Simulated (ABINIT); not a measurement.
KMgF$_{3}$: Bethe–Salpeter calculation (part 2 of 2)

KMgF$_{3}$ (Pm-3m, 5 atoms in the cell); Kohn-Sham DFT of a periodic cell, PBE, PseudoDojo NC SR PBE v0.4.1 standard, BSE, no spin polarisation (ABINIT 10.8.3); cutoff 1142.88 eV, 4×4×4 k-mesh, fixed occupations. The structure derives from an entry of the Crystallography Open Database.

Geometry of the input (Å; fractional positions):
```
4.0516  0.0000  0.0000
0.0000  4.0516  0.0000
0.0000  0.0000  4.0516
K  0.5000  0.5000  0.5000
Mg 0.0000  0.0000  0.0000
F  0.0000  0.0000  0.5000
F  0.0000  0.5000  0.0000
F  0.5000  0.0000  0.0000
```

What the program printed, continued
```
 cartesian coordinates (angstrom) at end:
    1      2.02578264500000     2.02578264500000     2.02578264500000
    2      0.00000000000000     0.00000000000000     0.00000000000000
    3      0.00000000000000     0.00000000000000     2.02578264500000
    4      0.00000000000000     2.02578264500000     0.00000000000000
    5      2.02578264500000     0.00000000000000     0.00000000000000

 cartesian forces (hartree/bohr) at end:
    1     -0.00000000000000    -0.00000000000000    -0.00000000000000
    2     -0.00000000000000    -0.00000000000000    -0.00000000000000
    3     -0.00000000000000    -0.00000000000000    -0.00000000000000
    4     -0.00000000000000    -0.00000000000000    -0.00000000000000
    5     -0.00000000000000    -0.00000000000000    -0.00000000000000
 frms,max,avg= 0.0000000E+00 0.0000000E+00   0.000E+00  0.000E+00  0.000E+00 h/b

 cartesian forces (eV/Angstrom) at end:
    1     -0.00000000000000    -0.00000000000000    -0.00000000000000
    2     -0.00000000000000    -0.00000000000000    -0.00000000000000
    3     -0.00000000000000    -0.00000000000000    -0.00000000000000
    4     -0.00000000000000    -0.00000000000000    -0.00000000000000
    5     -0.00000000000000    -0.00000000000000    -0.00000000000000
 frms,max,avg= 0.0000000E+00 0.0000000E+00   0.000E+00  0.000E+00  0.000E+00 e/A
 length scales=  1.889726125908  1.889726125908  1.889726125908 bohr
              =  1.000000000000  1.000000000000  1.000000000000 angstroms
 Fermi (or HOMO) energy (hartree) =   0.01732   Average Vxc (hartree)=  -0.35242
 Eigenvalues (hartree) for nkpt=  10  k points:
 kpt#   1, nband= 20, wtk=  0.01563, kpt=  0.0000  0.0000  0.0000 (reduced coord)
  -2.59470   -1.37355   -1.37355   -1.37355   -0.92831   -0.71470   -0.69304   -0.69304
  -0.32137   -0.32137   -0.32137   -0.06731   -0.06731   -0.06731   -0.00379   -0.00379
  -0.00379    0.00540    0.00540    0.00540
 prteigrs : prtvol=0 or 1, do not print more k-points.

--- !EnergyTerms
iteration_state     : {dtset: 1, }
comment             : Components of total free energy in Hartree
kinetic             :  9.30902366067035E+01
hartree             :  5.02657168563845E+01
xc                  : -3.11411165974100E+01
Ewald energy        : -9.83972993245931E+01
psp_core            :  2.87708789498750E+00
local_psp           : -1.58755700925814E+02
non_local_psp       : -2.17025889436583E+01
total_energy        : -1.63763664433400E+02
total_energy_eV     : -4.45623632595446E+03
band_energy         : -2.19131834090447E+01
...

 Cartesian components of stress tensor (hartree/bohr^3)
  sigma(1 1)=  3.05915684E-08  sigma(3 2)=  0.00000000E+00
  sigma(2 2)=  3.05915685E-08  sigma(3 1)=  0.00000000E+00
  sigma(3 3)=  3.05915685E-08  sigma(2 1)=  0.00000000E+00

-Cartesian components of stress tensor (GPa)         [Pressure= -9.0004E-04 GPa]
- sigma(1 1)=  9.00035017E-04  sigma(3 2)=  0.00000000E+00
- sigma(2 2)=  9.00035018E-04  sigma(3 1)=  0.00000000E+00
- sigma(3 3)=  9.00035017E-04  sigma(2 1)=  0.00000000E+00

================================================================================
== DATASET  2 ==================================================================

--- !DatasetInfo
iteration_state: {dtset: 2, }
dimensions: {natom: 5, nkpt: 64, mband: 29, nsppol: 1, nspinor: 1, nspden: 1, mpw: 5865, }
cutoff_energies: {ecut:  42.0, pawecutdg:  -1.0, }
electrons: {nelect:   4.00000000E+01, charge:   0.00000000E+00, occopt:   1.00000000E+00, tsmear:   1.00000000E-02, }
meta: {optdriver: 0, ionmov: 0, optcell: 0, iscf: -2, paral_kgb: 0, }
...

 mkfilename : getden/=0, take file _DEN from output of DATASET   1.

 Exchange-correlation functional for the present dataset will be:
  GGA: Perdew-Burke-Ernzerhof functional - ixc=11
  J.P.Perdew, K.Burke, M.Ernzerhof, PRL 77, 3865 (1996)

 Real(R)+Recip(G) space primitive vectors, cartesian coordinates (Bohr,Bohr^-1):
 R(1)=  7.6563488  0.0000000  0.0000000  G(1)=  0.1306106  0.0000000  0.0000000
 R(2)=  0.0000000  7.6563488  0.0000000  G(2)=  0.0000000  0.1306106  0.0000000
 R(3)=  0.0000000  0.0000000  7.6563488  G(3)=  0.0000000  0.0000000  0.1306106
 Unit cell volume ucvol=  4.4881269E+02 bohr^3
 Angles (23,13,12)=  9.00000000E+01  9.00000000E+01  9.00000000E+01 degrees

 getcut: wavevector=  0.0000  0.0000  0.0000  ngfft=  48  48  48
         ecut(hartree)=     42.000   => boxcut(ratio)=   2.14897
--------------------------------------------------------------------------------

================================================================================
 Non-SCF case, kpt    1 (  0.02750  0.05250  0.07750), residuals and eigenvalues=
  6.52E-13  3.65E-13  1.62E-13  6.80E-13  9.40E-13  7.88E-13  2.20E-13  7.33E-13
  3.05E-13  3.31E-13  3.55E-13  5.42E-13  5.31E-13  3.02E-13  5.64E-13  3.90E-13
  3.36E-13  4.10E-13  7.69E-13  2.16E-13  2.91E-13  5.64E-13  4.26E-13  2.07E-13
  2.76E-13  9.93E-13  5.46E-13  2.35E-05  2.91E-05
 -2.5947E+00 -1.3736E+00 -1.3736E+00 -1.3735E+00 -9.2824E-01 -7.1431E-01
 -6.9332E-01 -6.9312E-01 -3.2145E-01 -3.2129E-01 -3.2109E-01 -6.8601E-02
 -6.6548E-02 -6.5693E-02 -5.4080E-03 -4.7343E-03 -3.4002E-03  1.8412E-03
  4.8629E-03  5.1040E-03  2.8022E-01  3.8952E-01  3.8978E-01  4.6352E-01
  4.6382E-01  4.6462E-01  5.1396E-01  6.1402E-01  6.1779E-01
 prteigrs : prtvol=0 or 1, do not print more k-points.

--- !ResultsGS
iteration_state: {dtset: 2, }
comment   : Summary of ground state results
lattice_vectors:
- [  7.6563488,   0.0000000,   0.0000000, ]
- [  0.0000000,   7.6563488,   0.0000000, ]
- [  0.0000000,   0.0000000,   7.6563488, ]
lattice_lengths: [   7.65635,    7.65635,    7.65635, ]
lattice_angles: [ 90.000,  90.000,  90.000, ] # degrees, (23, 13, 12)
lattice_volume:   4.4881269E+02
convergence: {deltae:  0.000E+00, res2:  0.000E+00, residm:  9.990E-13, diffor:  0.000E+00, }
etotal    :  -1.63763664E+02
entropy   :   0.00000000E+00
fermie    :   1.73215102E-02
cartesian_stress_tensor: null
pressure_GPa: null
xred      :
- [  5.0000E-01,   5.0000E-01,   5.0000E-01,  K]
- [  0.0000E+00,   0.0000E+00,   0.0000E+00, Mg]
- [  0.0000E+00,   0.0000E+00,   5.0000E-01,  F]
- [  0.0000E+00,   5.0000E-01,   0.0000E+00,  F]
- [  5.0000E-01,   0.0000E+00,   0.0000E+00,  F]
cartesian_forces: null
force_length_stats: {min: null, max: null, mean: null, }
...

 Integrated electronic density in atomic spheres:
 ------------------------------------------------
 Atom  Sphere_radius  Integrated_density
    1        2.00000          6.94571247
    2        2.00000          8.33924558
    3        2.00000          7.08094978
    4        2.00000          7.08094978
    5        2.00000          7.08094978
================================================================================

 ----iterations are completed or convergence reached----

 Mean square residual over all n,k,spin=   50.338E-14; max=  99.898E-14
 reduced coordinates (array xred) for    5 atoms
       0.500000000000      0.500000000000      0.500000000000
       0.000000000000      0.000000000000      0.000000000000
       0.000000000000      0.000000000000      0.500000000000
       0.000000000000      0.500000000000      0.000000000000
       0.500000000000      0.000000000000      0.000000000000

 cartesian coordinates (angstrom) at end:
    1      2.02578264500000     2.02578264500000     2.02578264500000
    2      0.00000000000000     0.00000000000000     0.00000000000000
    3      0.00000000000000     0.00000000000000     2.02578264500000
    4      0.00000000000000     2.02578264500000     0.00000000000000
    5      2.02578264500000     0.00000000000000     0.00000000000000
 length scales=  1.889726125908  1.889726125908  1.889726125908 bohr
              =  1.000000000000  1.000000000000  1.000000000000 angstroms
 Eigenvalues (hartree) for nkpt=  64  k points:
 kpt#   1, nband= 29, wtk=  0.01563, kpt=  0.0275  0.0525  0.0775 (reduced coord)
  -2.59470   -1.37356   -1.37355   -1.37355   -0.92824   -0.71431   -0.69332   -0.69312
  -0.32145   -0.32129   -0.32109   -0.06860   -0.06655   -0.06569   -0.00541   -0.00473
  -0.00340    0.00184    0.00486    0.00510    0.28022    0.38952    0.38978    0.46352
   0.46382    0.46462    0.51396    0.61402    0.61779
 prteigrs : prtvol=0 or 1, do not print more k-points.

================================================================================
== DATASET  3 ==================================================================

--- !DatasetInfo
iteration_state: {dtset: 3, }
dimensions: {natom: 5, nkpt: 64, mband: 23, nsppol: 1, nspinor: 1, nspden: 1, mpw: 2698, }
cutoff_energies: {ecut:  25.0, pawecutdg:  -1.0, }
electrons: {nelect:   4.00000000E+01, charge:   0.00000000E+00, occopt:   1.00000000E+00, tsmear:   1.00000000E-02, }
meta: {optdriver: 99, bs_calctype: 1, bs_algorithm: 1, }
...

 mkfilename : getwfk/=0, take file _WFK from output of DATASET   2.

 mkfilename : getden/=0, take file _DEN from output of DATASET   1.

 Exchange-correlation functional for the present dataset will be:
  GGA: Perdew-Burke-Ernzerhof functional - ixc=11
  J.P.Perdew, K.Burke, M.Ernzerhof, PRL 77, 3865 (1996)

 Exciton: Calculation of dielectric properties by solving the Bethe-Salpeter equation
 in frequency domain and reciprocal space on a transitions basis set.
 Based on a program developed by L. Reining, V. Olevano, F. Sottile,
 S. Albrecht, and G. Onida. Incorporated in ABINIT by M. Giantomassi.

 Real(R)+Recip(G) space primitive vectors, cartesian coordinates (Bohr,Bohr^-1):
 R(1)=  7.6563488  0.0000000  0.0000000  G(1)=  0.1306106  0.0000000  0.0000000
 R(2)=  0.0000000  7.6563488  0.0000000  G(2)=  0.0000000  0.1306106  0.0000000
 R(3)=  0.0000000  0.0000000  7.6563488  G(3)=  0.0000000  0.0000000  0.1306106
 Unit cell volume ucvol=  4.4881269E+02 bohr^3
 Angles (23,13,12)=  9.00000000E+01  9.00000000E+01  9.00000000E+01 degrees

--- Pseudopotential description ------------------------------------------------
- pspini: atom type   1  psp file is ./K.upf
  19.00000   9.00000  171031                  znucl, zion, pspdat
12 -101130 2 -1 2222                          pspcod,pspxc,lmax,lloc,mmax
     nproj     2     2     2

- pspini: atom type   2  psp file is ./Mg.upf
  12.00000  10.00000  171031                  znucl, zion, pspdat
12 -101130 1 -1 1510                          pspcod,pspxc,lmax,lloc,mmax
     nproj     2     2     0

- pspini: atom type   3  psp file is ./F.upf
   9.00000   7.00000  171031                  znucl, zion, pspdat
12 -101130 2 -1 832                           pspcod,pspxc,lmax,lloc,mmax
     nproj     2     2     1

--------------------------------------------------------------------------------

 ==== K-mesh for the wavefunctions ====
 Number of points in the irreducible wedge :    64
 Reduced coordinates and weights :

     1)     2.75000000E-02  5.25000000E-02  7.75000000E-02       0.01563
     2)     2.77500000E-01  5.25000000E-02  7.75000000E-02       0.01563
     3)    -4.72500000E-01  5.25000000E-02  7.75000000E-02       0.01563
     4)    -2.22500000E-01  5.25000000E-02  7.75000000E-02       0.01563
   [... 60 further points ...]

 Together with 48 symmetry operations and time-reversal symmetry
 yields    64 points in the full Brillouin Zone.

 ==== Q-mesh for the screening function ====
 Number of points in the irreducible wedge :    10
 Reduced coordinates and weights :

     1)     0.00000000E+00  0.00000000E+00  0.00000000E+00       0.01563
     2)     2.50000000E-01  0.00000000E+00  0.00000000E+00       0.09375
     3)     5.00000000E-01  0.00000000E+00  0.00000000E+00       0.04688
     4)     2.50000000E-01  2.50000000E-01  0.00000000E+00       0.18750
     5)     5.00000000E-01  2.50000000E-01  0.00000000E+00       0.18750
     6)     5.00000000E-01  5.00000000E-01  0.00000000E+00       0.04688
     7)     2.50000000E-01  2.50000000E-01  2.50000000E-01       0.12500
     8)     5.00000000E-01  2.50000000E-01  2.50000000E-01       0.18750
     9)     5.00000000E-01  5.00000000E-01  2.50000000E-01       0.09375
    10)     5.00000000E-01  5.00000000E-01  5.00000000E-01       0.01563

 Together with 48 symmetry operations and time-reversal symmetry
 yields    64 points in the full Brillouin Zone.

 vcoul_init : cutoff-mode = AUXILIARY_FUNCTION
 q-points for optical limit:   1
     1)      0.000010    0.000020    0.000030
 setmesh: FFT mesh size selected  =    24x   24x   24
          total number of points  =        13824

 ==== Fundamental parameters for the solution of the Bethe-Salpeter equation: ====
 Algorithm: Direct diagonalization.
 Dimension of the v, W matrices,  npweps  = 93
 Cutoff for the wavefunctions,    npwwfn  = 2721
 Number of k-points in the IBZ,   nkibz   = 64
 Highest empty band included,     nband   = 23
 === Spin UP ===
 Number of resonant transitions          576
 Lowest occupied state                   18
 Highest occupied state                  20
 Lowest unoccupied state                 21
 Highest unoccupied state                23
 Minimum frequency [eV]           Emin    =   0.00
 Maximum frequency [eV]           Emax    =  20.00
 Frequency step [eV]              dE      =   0.05
 Lorentzian broadening [eV]       eta     =   0.20
 RPA L0 with KS energies and KS wavefunctions
 Scissors operator energy [eV] =          3.90
 Local fields effects (v term) included
 Excitonic effects (W term) included
 Only diagonal term W_GG included
 W is approximated with the model dielectric function
 Resonant-only calculation (Hermitian case)

 Calculating epsilon_Macro(q-->0,w), along the following directions:
 q = (  1.218546  0.000000  0.000000) [r.l.u.]
 q = (  0.000000  1.218546  0.000000) [r.l.u.]
 q = (  0.000000  0.000000  1.218546) [r.l.u.]
 q = (  1.218546  0.000000  0.000000) [r.l.u.]
 q = (  0.000000  1.218546  0.000000) [r.l.u.]
 q = (  0.000000  0.000000  1.218546) [r.l.u.]
 Number of electrons calculated from density =   39.9893; Expected =   40.0000
 average of density, n =  0.089100
 r_s =    1.3889
 omega_plasma =   28.7935 [eV]

 Direct diagonalization of the resonant excitonic Hamiltonian, Matrix size= 576
 Excitonic eigenvalues in eV up to n=   32
   9.94771   9.97243  10.00629  10.54867  10.57142  10.62574  10.72781  10.77051
  10.82924  10.90824  10.93513  10.95860  11.06191  11.10009  11.15273  11.22915
  11.24573  11.27863  11.29683  11.36091  11.37067  11.38861  11.43621  11.49536
  11.52244  11.53605  11.55021  11.57941  11.64092  11.65696  11.69351  11.70633

 First excitonic eigenvalue=    9.95 [eV]
 Last  excitonic eigenvalue=   15.62 [eV]

 GW  direct gap      11.39  0.00 [eV]
 EXC direct gap       9.95  0.00 [eV]
 EXC binding energy   1.44  0.00 [eV]

 Excitonic eigenvalues up to the GW energy gap [eV]
  1 (  9.95  0.00)
  2 (  9.97  0.00)
  3 ( 10.01  0.00)
  4 ( 10.55  0.00)
  5 ( 10.57  0.00)
  6 ( 10.63  0.00)
  7 ( 10.73  0.00)
  8 ( 10.77  0.00)
  9 ( 10.83  0.00)
 10 ( 10.91  0.00)
 11 ( 10.94  0.00)
 12 ( 10.96  0.00)
 13 ( 11.06  0.00)
 14 ( 11.10  0.00)
 15 ( 11.15  0.00)
 16 ( 11.23  0.00)
 17 ( 11.25  0.00)
 18 ( 11.28  0.00)
 19 ( 11.30  0.00)
 20 ( 11.36  0.00)
 21 ( 11.37  0.00)

 Macroscopic dielectric function:
 omega [eV] <KS_RPA_nlf>  <GW_RPA_nlf>  <BSE>
   0.0000   1.2378   0.0000   1.1710   0.0000   1.2147   0.0000
   0.0500   1.2378   0.0000   1.1710   0.0000   1.2147   0.0000
   0.1000   1.2378   0.0001   1.1710   0.0000   1.2147   0.0001
   0.1500   1.2379   0.0001   1.1710   0.0001   1.2147   0.0001
   0.2000   1.2379   0.0002   1.1711   0.0001   1.2148   0.0001
   0.2500   1.2380   0.0002   1.1711   0.0001   1.2148   0.0002
   0.3000   1.2380   0.0003   1.1711   0.0001   1.2149   0.0002
   0.3500   1.2381   0.0003   1.1711   0.0001   1.2149   0.0002
   0.4000   1.2382   0.0004   1.1712   0.0001   1.2150   0.0003
   0.4500   1.2383   0.0004   1.1712   0.0002   1.2151   0.0003

 Writing KS-RPA macroscopic dielectric function without local fields to file: runo_DS3_RPA_NLF_MDF
 Writing GW-RPA macroscopic dielectric function without local fields to file: runo_DS3_GW_NLF_MDF
 Writing EXC Macroscopic dielectric function to file: runo_DS3_EXC_MDF

== END DATASET(S) ==============================================================
================================================================================

 -outvars: echo values of variables after computation  --------
            acell      1.8897261259E+00  1.8897261259E+00  1.8897261259E+00 Bohr
           etotal1    -1.6376366443E+02
           etotal3     0.0000000000E+00
            fcart1    -0.0000000000E+00 -0.0000000000E+00 -0.0000000000E+00
                      -0.0000000000E+00 -0.0000000000E+00 -0.0000000000E+00
                      -0.0000000000E+00 -0.0000000000E+00 -0.0000000000E+00
                      -0.0000000000E+00 -0.0000000000E+00 -0.0000000000E+00
                      -0.0000000000E+00 -0.0000000000E+00 -0.0000000000E+00
            fcart3     0.0000000000E+00  0.0000000000E+00  0.0000000000E+00
                       0.0000000000E+00  0.0000000000E+00  0.0000000000E+00
                       0.0000000000E+00  0.0000000000E+00  0.0000000000E+00
                       0.0000000000E+00  0.0000000000E+00  0.0000000000E+00
                       0.0000000000E+00  0.0000000000E+00  0.0000000000E+00
            rprim      4.0515652900E+00  0.0000000000E+00  0.0000000000E+00
                       0.0000000000E+00  4.0515652900E+00  0.0000000000E+00
                       0.0000000000E+00  0.0000000000E+00  4.0515652900E+00
           strten1     3.0591568445E-08  3.0591568456E-08  3.0591568450E-08
                       0.0000000000E+00  0.0000000000E+00  0.0000000000E+00
           strten3     0.0000000000E+00  0.0000000000E+00  0.0000000000E+00
                       0.0000000000E+00  0.0000000000E+00  0.0000000000E+00
           xangst      2.0257826450E+00  2.0257826450E+00  2.0257826450E+00
                       0.0000000000E+00  0.0000000000E+00  0.0000000000E+00
                       0.0000000000E+00  0.0000000000E+00  2.0257826450E+00
                       0.0000000000E+00  2.0257826450E+00  0.0000000000E+00
                       2.0257826450E+00  0.0000000000E+00  0.0000000000E+00
             xred      5.0000000000E-01  5.0000000000E-01  5.0000000000E-01
                       0.0000000000E+00  0.0000000000E+00  0.0000000000E+00
                       0.0000000000E+00  0.0000000000E+00  5.0000000000E-01
                       0.0000000000E+00  5.0000000000E-01  0.0000000000E+00
                       5.0000000000E-01  0.0000000000E+00  0.0000000000E+00
 Calculation completed.
```

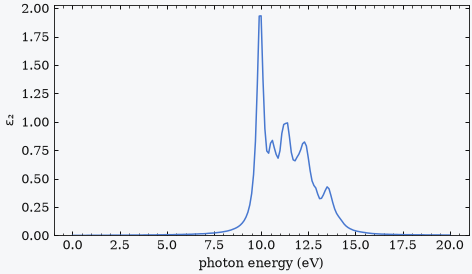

Imaginary part of the dielectric function (first component that the program prints). The highest peak, 1.9, lies at 10.00 eV.

Key numbers

| quantity | value |
| --- | --- |
| outcome | converged |
| space group (tolerance 0.01 Å) | Pm-3m (221) |
| electrons treated | 40 |
| free energy | −4456.2363 eV |
| Fermi energy | 0.471 eV |
| pressure | 0.00 GPa |
| largest force (length of the vector) | under 0.001 eV/Å |
| wall time | 5.8 min |
| peak memory | 1 GiB |

Remarks

Further notes kept with the run: Wrong value for nkref: nkref= 64 nkbz= 3072 nkbzmx =6144; Hacking the rottb tables!. Points of doubt noted for this run: k mesh coarse for spectra.
